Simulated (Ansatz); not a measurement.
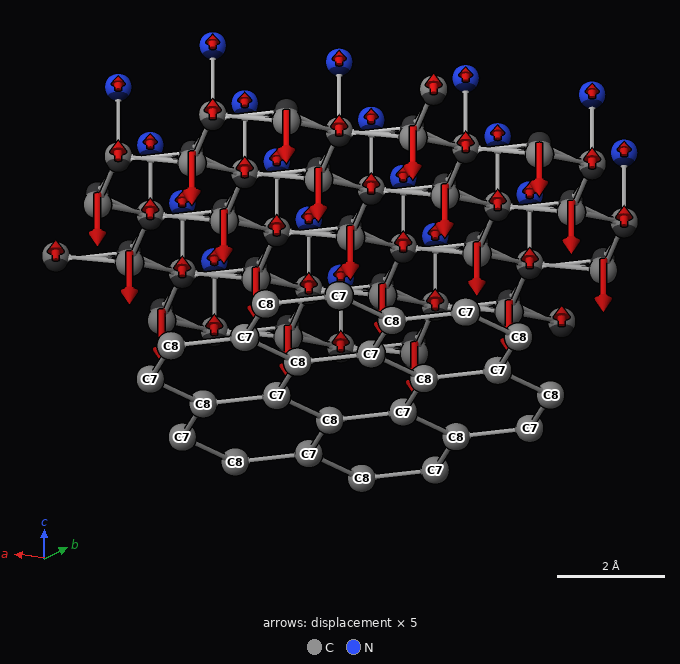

A constrained relaxation of a slab of composition C$_{10}$N (cut from the P6_3/mmc phase). The starting structure is drawn faded, the final one solid; red arrows show the displacements, 5 times their true length.

Style: ball-and-stick. Shown: the atoms within 5.8 Å of the atom that moves most (axes of the 3 × 3 repeat of the cell, outlined in the plane, without the vacuum), from a free direction.

Case: N put at a top C site. The slab is the (0 0 1) face of C with N on it. 4 atoms are held fixed.

All numbers below come from DFT PBE+D3(BJ), scalar-relativistic, plane waves, PAW (Ansatz 0.2.0).

Input
```yaml
crystal:
  lattice:
    - [2.4649634496, 0.0, 0.0]
    - [-1.2324817248, 2.1347209667, 0.0]
    - [0.0, 0.0, 32.4810787455]
  atoms:
    - { symbol: C, position: [0.0, 0.0, 0.2616908208] }
    - { symbol: C, position: [0.6666666667, 0.3333333333, 0.2616908159] }
    - { symbol: C, position: [0.0, 0.0, 0.3654518342] }
    - { symbol: C, position: [0.3333333333, 0.6666666667, 0.3654518293] }
    - { symbol: C, position: [0.0, 0.0, 0.4692128476] }
    - { symbol: C, position: [0.6666666667, 0.3333333333, 0.4692128427] }
    - { symbol: C, position: [0.0, 0.0, 0.572973861] }
    - { symbol: C, position: [0.3333333333, 0.6666666667, 0.5729738562] }
    - { symbol: C, position: [0.0, 0.0, 0.6767348744] }
    - { symbol: C, position: [0.6666666667, 0.3333333333, 0.6767348696] }
    - { symbol: "N", position: [0.0, 0.0, 0.7222998636] }
basis:
  ecutwfc: 420
kpoints:
  mp_grid: { grid: [12, 12, 1] }
hamiltonian:
  xc: pbe
  dispersion: d3bj
scf:
  occupations: { method: gaussian, width: 0.1 }
output:
  forces: true
  eigenvalues: true
relax:
  adjacent_minimum: "off"
  f_tol: 0.03
  max_steps: 70
  constraints: [{ sites: [0, 1, 2, 3] }]
efield:
  axis: 3
  dipole_correction: true
```

Question: Which element moves most?

Answer: Carbon: up to 0.23 Å, against 0.06 Å for nitrogen.

Question: What happened in the run?

Answer: After 5 accepted moves (6 points after the start) the energy has fallen by 0.497 eV per cell of the calculation. Largest force component: 2.8 eV/Å at the start, 0.01 eV/Å at the end. 1 step only repeated the SCF at the same geometry. The largest move is that of C10, 0.23 Å along the normal (−c). Largest moves by element: C 0.23 Å, N 0.06 Å. The cell stays as it was. Among the contacts that change: C9–C10 1.423 → 1.459 Å, C9–N11 1.480 → 1.454 Å. Among the angles between lasting bonds that change: C10–C9–N11 90.0° → 102.7°, C10–C9–C10 120.0° → 115.3°.

Limits of the set-up: the cell has an odd number of electrons but was run without spin polarisation; the periodic images lie only 2.5 Å apart, so the values are limited by the cell's size.
